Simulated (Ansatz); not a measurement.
# The gap of Sr3AlN3 (P6_3/m): a ladder of methods and an error budget, part 4 of 4

The study climbs from cheap functionals to G0W0 on Sr3AlN3 (P6_3/m) and then asks what each convergence step is worth.

Ansatz 0.2.0; density functionals, hybrids, G0W0, plane waves, PAW. Known limits of the many-body steps: not at the basis limit; no spin-orbit coupling; coarse k mesh.

So far. Step 17 (G0W0@PBE, 3×3×4 mesh, 1529 empty bands, screening to …): Against the run with 3×3×4 mesh, 1031 empty bands, screening to 140 eV, PAW set soft_1 files, the gap moves by +0.05 eV.

In doubt: masses and optical values from hybrid runs of this build are listed as unsure (step 15), which bears on the screening that GW takes from such a start.

### 18. G0W0@LDA, 3×3×4 mesh, 1031 empty bands, screening to 140 eV, PAW set soft_1 files

This step: G0W0 on LDA, plane waves, PAW; PAW set soft_1.

input.yaml

```yaml
crystal:
  lattice:
    - [7.6614142586, 0.0, 0.0]
    - [-3.8307071293, 6.6349793769, 0.0]
    - [0.0, 0.0, 5.395857]
  atoms:
    - { symbol: Sr, position: [0.927824, 0.640649, 0.25] }
    - { symbol: Sr, position: [0.712825, 0.072176, 0.25] }
    - { symbol: Sr, position: [0.359351, 0.287175, 0.25] }
    - { symbol: Sr, position: [0.072176, 0.359351, 0.75] }
    - { symbol: Sr, position: [0.287175, 0.927824, 0.75] }
    - { symbol: Sr, position: [0.640649, 0.712825, 0.75] }
    - { symbol: Al, position: [0.66666667, 0.33333333, 0.75] }
    - { symbol: Al, position: [0.33333333, 0.66666667, 0.25] }
    - { symbol: "N", position: [0.893933, 0.589504, 0.75] }
    - { symbol: "N", position: [0.695571, 0.106067, 0.75] }
    - { symbol: "N", position: [0.410496, 0.304429, 0.75] }
    - { symbol: "N", position: [0.106067, 0.410496, 0.25] }
    - { symbol: "N", position: [0.304429, 0.893933, 0.25] }
    - { symbol: "N", position: [0.589504, 0.695571, 0.25] }
kpoints:
  mp_grid: { grid: [3, 3, 4] }
hamiltonian:
  xc: lda
  pseudopotentials: { kind: paw, azcp: { folder: soft_1 }, xc_functional: pbe }
scf:
  occupations: { method: fixed }
gw:
  n_empty_bands: 1031
  ecut_chi: 140.0
  qp_bands: [v4, c4]
  qp_kpoints: band_edges
  screening: { model: contour_deformation }
```

Command:

```sh
ansatz run input.yaml --threads 2 --pin off --max-ram 92160MiB --backend cuda --events-out ev --progress --plain --runs-dir out --devices 1 --max-vram 13GiB
```

Numbers of over 12 decimals in the logs are rounded to 6 here.

The program printed:

```text
GPUs: using 1 of 1 available (devices: 1).
[...]
GPU FFT provider: cuFFT
GPU libraries: cuBLAS 13.8.2, cuFFT 12.4.0, cuSOLVER 12.3.4
Crystal: 14 atoms, lattice volume = 274.289 Å³
Basis set: ecut = 420 eV, 5329 PW (Γ)
Bands: 62, of which v1, the nominal top of the filled ones, is band 48 counted from 1 (47 counted from 0)
Symmetry: 12 space group operations
[...]
k-points: 9 of 36
[...]
7    52      9.7945    -5.1968    -4.2679    -9.9231  0.7335    10.2732    10.2530  root ?
[...]
8    49      8.8472    -7.0165    -3.9582   -11.3928  0.7198     9.2840     9.2653  root
     8    50      8.8472    -7.0165    -3.9582   -11.3928  0.7198     9.2840     9.2653  root
     8    51      9.4272    -5.4272    -4.0000    -9.8108  0.7246     9.8249     9.8107  root
     8    52      9.4272    -5.4272    -4.0000    -9.8108  0.7246     9.8249     9.8107  root
[key lines of the parts left out:]
SCF converged after 9 iterations
Free energy (F): -23947.902139 eV
Fermi energy:    6.913582 eV
```

It took 98 s on 1 × NVIDIA H100 80GB HBM3 (shared by 6 runs) with 2 threads of AMD EPYC 7R13 (Zen 3), shared host; peak memory 3.9 GiB; 2.4 min of CPU time.

This step gave:

* bands summed: 1079
* RPA ε∞ on this mesh (eigenvalues): 5.062, 9.229, 9.229
* plane waves in the screening matrix: 1037
* G0W0 gap on the mesh: 1.006 eV
* k of the valence top: 0, 0, 0
* k of the conduction bottom: 0, 0, 0
* starting gap on the mesh: 0.4458 eV
* least direct G0W0 gap on the computed points: 1.006 eV

Against the run with 3×3×4 mesh, 1031 empty bands, screening to 140 eV, PAW set soft_1 files on HSE06, the gap moves by −0.48 eV, while the start moved by −0.89 eV.

### 19. The ladder

Times are wall times on 1 × NVIDIA H100 80GB HBM3 (shared by 6 runs) with 2 threads of AMD EPYC 7R13 (Zen 3), shared host, good to a factor of about two. G0W0 rows are gaps on the mesh, lowered by the amount that the mesh misses the start's edges, a rough step that assumes the same correction there.

| level | gap (eV) | least direct gap (eV) | time |
| --- | --- | --- | --- |
| PBE | 0.50 | 0.50 | 9.8 s |
| LDA | 0.45 | 0.45 | 7.6 s |
| PBEsol | 0.45 | 0.45 | 13 s |
| PBE+SOC | 0.49 | 0.49 | 11 s |
| r2SCAN | 0.80 | 0.80 | 14 s |
| HSE06 | 1.34 | 1.38 | 47 s |
| PBE0 | 1.99 | 2.04 | 51 s |
| DDH-PBE0 | 1.37 | 1.39 | 3.7 min |
| G0W0@PBE (169 empty bands) | 0.57 | - | 22 s |
| G0W0@PBE (479 empty bands) | 0.79 | - | 38 s |
| G0W0@PBE (1031 empty bands) | 0.93 | - | 69 s |
| G0W0@PBE (479 empty bands, 3×3×2) | 0.76 | - | 16 s |
| G0W0@HSE06 (1031 empty bands) | 1.49 | - | 3.4 min |
| G0W0@PBE (1031 empty bands, plasmon pole) | 0.91 | - | 2.5 min |
| G0W0@PBE (1529 empty bands, hard PAW) | 0.98 | - | 3.6 min |
| G0W0@LDA (1031 empty bands) | 1.01 | - | 98 s |

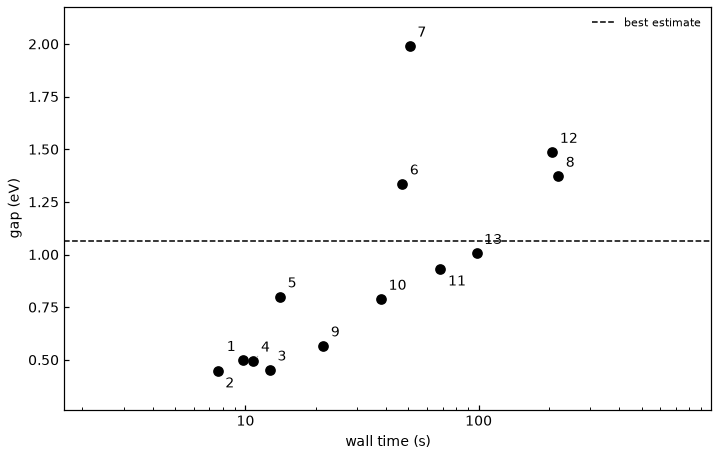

Result against wall time. Points are numbered: 1 PBE; 2 LDA; 3 PBEsol; 4 PBE+SOC; 5 r2SCAN; 6 HSE06; 7 PBE0; 8 DDH-PBE0; 9 G0W0@PBE 217; 10 G0W0@PBE 527; 11 G0W0@PBE 1079; 12 G0W0@HSE06; 13 G0W0@LDA.

### 20. Adding up the best estimate

| term | eV | running total (eV) |
| --- | --- | --- |
| G0W0 on the mesh, top rung | 0.932 | 0.932 |
| to the limit, by a line in one over the bands through the two top rungs | +0.137 | 1.069 |
| spin-orbit change, from PBE | −0.003 | 1.066 |

Changes that are not added in, each against a run with equal bands and cutoff:

| change | eV |
| --- | --- |
| the coarser 3×3×2 mesh (change of the correction alone) | −0.03 |
| start HSE06 | +0.55 |
| plasmon pole in place of full frequency | −0.02 |
| start LDA | +0.07 |

### 21. What came out

| Quantity | Value |
| --- | --- |
| PBE gap | 0.50 eV, direct |
| HSE06 | 1.34 eV |
| PBE0 | 1.99 eV |
| DDH-PBE0 | 1.37 eV |
| G0W0, top rung on the mesh | 0.93 eV |
| best estimate, G0W0@PBE with spin-orbit change | 1.07 eV |
| GW settings of the top rung | 3×3×4 mesh, 1031 empty bands, screening to 140 eV, PAW set soft_1 files |
| known limits | one-shot GW, static lattice; coarse k mesh |

**Reading.** The best estimate for G0W0@PBE is 1.07 eV, direct on the mesh, against 0.49 eV at the start (both with spin-orbit coupling). The pair of rungs below gives a limit −0.13 eV away. On hard PAW files with 1585 bands the gap on the mesh is 0.98 eV, against a limit of 1.07 eV on PAW set soft_1 files; that run is itself short of its own limit, so the pair doesn't isolate the files. Of the changes left open the largest, +0.55 eV, comes from starting at HSE06. Among the functionals HSE06 comes nearest: +0.27 eV from the estimate. r2SCAN is about as near. That ranking leans on the start chosen for G0W0. The RPA ε∞ on the GW mesh averages 7.3 against 6.7 from perturbation theory, which takes a denser mesh of its own: the GW mesh overstates the screening, which tends to leave the correction low. All runs took 22 min, 61 % of it in G0W0. The 3×3×4 mesh is coarse for this cell (its supercell is 22 Å along the shortest edge). The RPA ε∞ on it, from the PBE start, is 4.90 and 8.57; such meshes misread the long-range screening, most where the gap is narrow.

[Paths, hosts, dates, memory and timing lines, banners, echoed tables and standing remarks are left out of the program output.]

[Logs are printed without paths, hosts, clocks, repeated set-up lines and the standing remarks that a program may print on its own settings, such as how far it seeks lower states.]

[Runs of the session that timed out or met a known fault of the program may be left out.]

[Cells called generated may have been cut or substituted from an entry of the Crystallography Open Database or the Materials Project.]

[Hosts, paths, dates, database ids (printed as entryN), source tags and the programs' standing remarks are cut or masked in the printed files.]
